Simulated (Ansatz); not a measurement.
# What a change does: single-point calculation on AlRu

System: AlRu (2 atoms in the cell).
Method of the first run: Kohn-Sham DFT of a periodic cell, PBE, Ansatz PAW, no spin polarisation (Ansatz 0.2.0).

The structure derives from an entry of the Crystallography Open Database. Text and figures count atoms from 1; the logs count them from 0 in places.

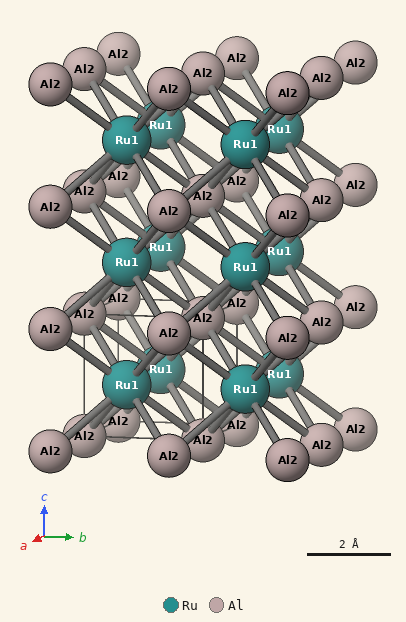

Figure 1. The structure (ball-and-stick view of the cell of the calculation, repeated 2 × 2 × 3, seen slightly off an axis; atoms are numbered from 1 in the order of the input). Near neighbours in the crystal (not all of them lie inside the picture): Ru has 8 Al at 2.59 Å; Al has 8 Ru at 2.59 Å.

## Input file, the first run
```yaml
crystal:
  lattice:
    - [2.9916, 0.0, 0.0]
    - [0.0, 2.9916, 0.0]
    - [0.0, 0.0, 2.9916]
  atoms:
    - { symbol: Ru, position: [0.5, 0.5, 0.5] }
    - { symbol: Al, position: [0.0, 0.0, 0.0] }
hamiltonian:
  xc: pbe
  pseudopotentials: { kind: paw }
kpoints:
  mp_grid: { grid: [9, 9, 9] }
scf:
  occupations: { method: fermi_dirac, width: 0.05 }
output:
  forces: true
  stress: true
  eigenvalues: true
```

Launched with:
```bash
ansatz run input.yaml --threads 2 --pin off --max-ram 5120MiB --backend cpu --events-out ev --progress --plain --runs-dir out
```

Hardware: 2 threads of Arm Neoverse V1, 24 GiB of memory available, shared host.

## Output, shortened to warnings, some set-up lines, iterations and results (the first run)
```
Basis set: ecut = 420 eV, 485 PW (Γ), exchange–correlation on 40×40×40 points (8 copies of the dense FFT grid, shifted against one another)
Symmetry: 48 space group operations
k-points: 35 of 729
Initial density: superposition of atomic densities (neutral atoms: chi_scale 0, normalization atom), corrected by the library's trained network
[...]
SCF iter   1: F=—  HF=-6417.471154 eV  |F-HF|=—  |Δ(HF+E_count)|=         —  Δρ=7.33e-3  dr2=9.43e-3  ethr=1.77e-3  ⟨swp⟩=5.2  Hψ=2653  notcnv=0
SCF iter   2: F=—  HF=-6417.469869 eV  |F-HF|=—  |Δ(HF+E_count)|=   1.29e-3  Δρ=4.17e-3  dr2=3.67e-3  ethr=4.97e-5  ⟨swp⟩=1.9  Hψ=827  notcnv=0
SCF iter   3: F=—  HF=-6417.469144 eV  |F-HF|=—  |Δ(HF+E_count)|=   7.25e-4  Δρ=3.84e-4  dr2=2.75e-5  ethr=1.93e-5  ⟨swp⟩=2.0  Hψ=639  notcnv=0
SCF iter   4: F=—  HF=-6417.469041 eV  |F-HF|=—  |Δ(HF+E_count)|=   1.03e-4  Δρ=1.12e-4  dr2=2.88e-6  ethr=1.45e-7  ⟨swp⟩=2.1  Hψ=663  notcnv=0
SCF iter   5: F=-6417.469040 eV  HF=-6417.469040 eV  |F-HF|=1.70e-8  |Δ(HF+E_count)|=   4.80e-7  Δρ=1.36e-5  dr2=2.65e-8  ethr=1.52e-8  ⟨swp⟩=2.7  Hψ=787  notcnv=0
SCF iter   6: F=-6417.469040 eV  HF=-6417.469040 eV  |F-HF|=1.27e-10  |Δ(HF+E_count)|=   3.52e-9  Δρ=1.93e-6  dr2=3.14e-10  ethr=1.39e-10  ⟨swp⟩=2.1  Hψ=1534  notcnv=0
SCF 1 converged in 6 iterations: F = -6417.469040 eV  dr2 = 3.14e-10
SCF converged after 6 iterations
Free energy (F): -6417.469040 eV
Harris-Foulkes:  -6417.469040 eV  (|F-HF|=1.27e-10)
Internal energy: -6417.453643 eV  (E = F + TS)
E sigma→0 (E₀):  -6417.461342 eV
Entropy (-TS):   -0.015397 eV (-7.698 meV/atom)
Fermi energy:    16.033542 eV
--- Per-component energies (eV) ---
  E_band       = -120.141274
  E_kinetic    = 543.113759
  E_local      = -1797.499877  (includes V_loc(G=0)·N_el)
  E_nonlocal   = 354.542286
  E_hartree    = 638.624711
  E_xc         = -232.232984
  E_vxc        = -270.737409  (∫ρ·V_xc dr)
  E_paw        = -3929.177590  (= ΣΔE_a)
  E_vpaw       = -226.808717  (= ΣTr[D̂ρ^β])
  E_aug_tail   = -0.000173  (compensation charges beyond the density's cutoff)
  E_ewald      = -1994.823776
  E_smearing   = -0.015397  (= −TS)
  E_closure    = 0.000000  (closes the sum)
  Σ components = -6417.469040   (vs F -6417.469040, Δ=0.00e0)
--- Forces (eV/Å), atoms counted from 1 ---
  atom   1  Ru     0.00000000    -0.00000000     0.00000000
  atom   2  Al    -0.00000000     0.00000000    -0.00000000
  max |Σ_I F_I| component: 1.80e-29 eV/Å
--- Stress (GPa, compression-positive) ---
        2.541600       0.000000       0.000000
        0.000000       2.541600       0.000000
        0.000000       0.000000       2.541600
  P = ⅓ Tr σ = 2.5416 GPa (25.416 kbar)
```

For the second run the input was changed thus:
```diff
-    - [2.9916, 0.0, 0.0]
-    - [0.0, 2.9916, 0.0]
-    - [0.0, 0.0, 2.9916]
+    - [2.9305298028, 0.0, 0.0]
+    - [0.0, 2.9305298028, 0.0]
+    - [0.0, 0.0, 2.9305298028]
```

How does the second run compare with the first run?

With the same functional and potentials, the second run lies 48.8 meV per atom higher. The pressure goes from 2.54 to 17.76 GPa. The volume per atom goes from 13.39 to 12.58 Å³. The cell is scaled evenly with the atoms at fixed fractional positions, so −ΔP/Δ ln V estimates the bulk modulus midway between the two volumes: about 250 GPa. The number of SCF iterations is the same. The plane waves at Γ go from 485 to 461.

## Output, shortened to warnings, some set-up lines, iterations and results (the second run)
```
Basis set: ecut = 420 eV, 461 PW (Γ), exchange–correlation on 40×40×40 points (8 copies of the dense FFT grid, shifted against one another)
Symmetry: 48 space group operations
k-points: 35 of 729
Initial density: superposition of atomic densities (neutral atoms: chi_scale 0, normalization atom), corrected by the library's trained network
[...]
SCF iter   1: F=—  HF=-6417.373885 eV  |F-HF|=—  |Δ(HF+E_count)|=         —  Δρ=7.83e-3  dr2=9.46e-3  ethr=1.77e-3  ⟨swp⟩=5.1  Hψ=2627  notcnv=0
SCF iter   2: F=—  HF=-6417.372174 eV  |F-HF|=—  |Δ(HF+E_count)|=   1.71e-3  Δρ=4.44e-3  dr2=3.68e-3  ethr=4.98e-5  ⟨swp⟩=1.9  Hψ=819  notcnv=0  defer=1
SCF iter   3: F=—  HF=-6417.371349 eV  |F-HF|=—  |Δ(HF+E_count)|=   8.25e-4  Δρ=4.15e-4  dr2=3.16e-5  ethr=1.94e-5  ⟨swp⟩=2.0  Hψ=612  notcnv=0  defer=1
SCF iter   4: F=—  HF=-6417.371362 eV  |F-HF|=—  |Δ(HF+E_count)|=   1.33e-5  Δρ=1.31e-4  dr2=3.70e-6  ethr=1.66e-7  ⟨swp⟩=2.2  Hψ=670  notcnv=0  defer=1
SCF iter   5: F=-6417.371362 eV  HF=-6417.371362 eV  |F-HF|=4.03e-8  |Δ(HF+E_count)|=   7.55e-7  Δρ=1.85e-5  dr2=5.58e-8  ethr=1.95e-8  ⟨swp⟩=2.2  Hψ=767  notcnv=0  defer=1
SCF iter   6: F=-6417.371362 eV  HF=-6417.371362 eV  |F-HF|=3.57e-10  |Δ(HF+E_count)|=   9.01e-9  Δρ=2.60e-6  dr2=6.10e-10  ethr=2.94e-10  ⟨swp⟩=2.7  Hψ=1648  notcnv=0
SCF 1 converged in 6 iterations: F = -6417.371362 eV  dr2 = 6.10e-10
SCF converged after 6 iterations
Free energy (F): -6417.371362 eV
Harris-Foulkes:  -6417.371362 eV  (|F-HF|=3.57e-10)
Internal energy: -6417.357156 eV  (E = F + TS)
E sigma→0 (E₀):  -6417.364259 eV
Entropy (-TS):   -0.014206 eV (-7.103 meV/atom)
Fermi energy:    17.270080 eV
--- Per-component energies (eV) ---
  E_band       = -98.846052
  E_kinetic    = 546.688624
  E_local      = -1738.308625  (includes V_loc(G=0)·N_el)
  E_nonlocal   = 355.067119
  E_hartree    = 618.731878
  E_xc         = -233.612380
  E_vxc        = -272.567318  (∫ρ·V_xc dr)
  E_paw        = -3929.529063  (= ΣΔE_a)
  E_vpaw       = -227.188485  (= ΣTr[D̂ρ^β])
  E_aug_tail   = -0.000198  (compensation charges beyond the density's cutoff)
  E_ewald      = -2036.394512
  E_smearing   = -0.014206  (= −TS)
  E_closure    = -0.000000  (closes the sum)
  Σ components = -6417.371362   (vs F -6417.371362, Δ=0.00e0)
--- Forces (eV/Å), atoms counted from 1 ---
  atom   1  Ru     0.00000000     0.00000000     0.00000000
  atom   2  Al    -0.00000000     0.00000000     0.00000000
  max |Σ_I F_I| component: 7.75e-29 eV/Å
--- Stress (GPa, compression-positive) ---
       17.759462       0.000000      -0.000000
       -0.000000      17.759462       0.000000
        0.000000       0.000000      17.759462
  P = ⅓ Tr σ = 17.7595 GPa (177.595 kbar)
```

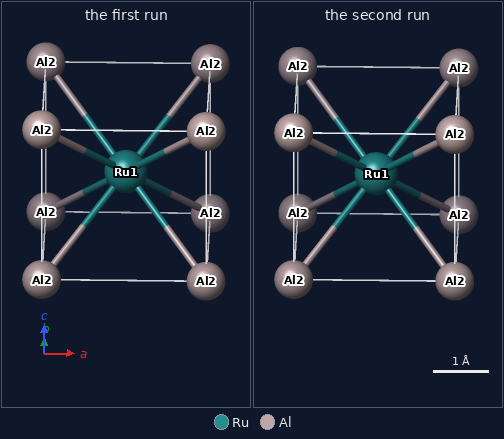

Figure 2. The two input geometries at one scale (ball-and-stick view of the cell of the calculation, seen at an oblique angle). No atom moves by more than 0.005 Å relative to the cell. The volume changes by −6.0 %, with a = b = c 2.992 → 2.931 Å (−2.0 %). Among the contacts that change: Ru1–Al2 2.591 → 2.538 Å.

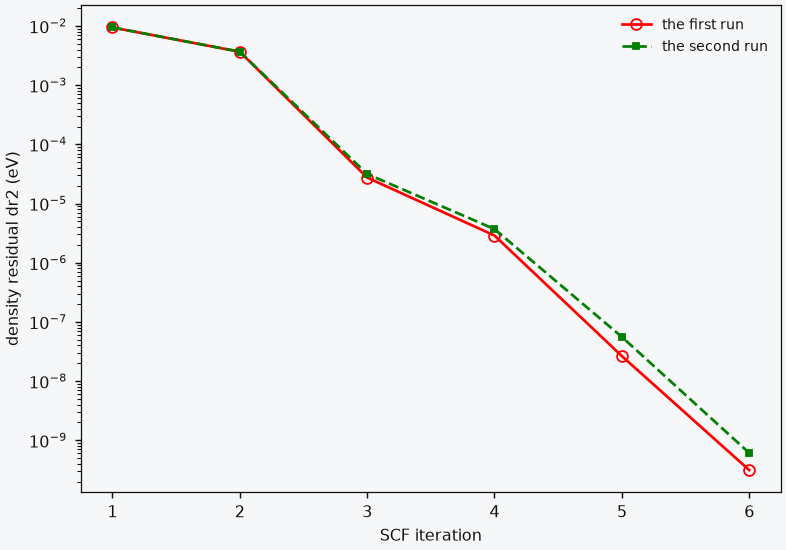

Figure 3. Convergence of the two runs: density residual dr2 against the SCF iteration. The first run takes 6 iterations in all, and the second run takes 6.

## The two runs side by side

| quantity | the first run | the second run |
| --- | --- | --- |
| outcome | converged | converged |
| free energy per atom (eV) | −3208.7345 | −3208.6857 |
| energy per atom, smearing taken to zero (eV) | −3208.7307 | −3208.6821 |
| gap on the mesh (eV) | 0.00 | 0.00 |
| pressure (GPa) | 2.54 | 17.76 |
| volume per atom (Å³) | 13.39 | 12.58 |
| largest force (eV/Å) | 0.000 | 0.000 |
| SCF iterations | 6 | 6 |
| irreducible k-points | 35 | 35 |
| plane waves at Γ | 485 | 461 |
| wall time (shared host) | 0.61 s | 0.59 s |

For the second run: The cell is under a pressure of 17.8 GPa at this level, so it is not at its equilibrium volume.
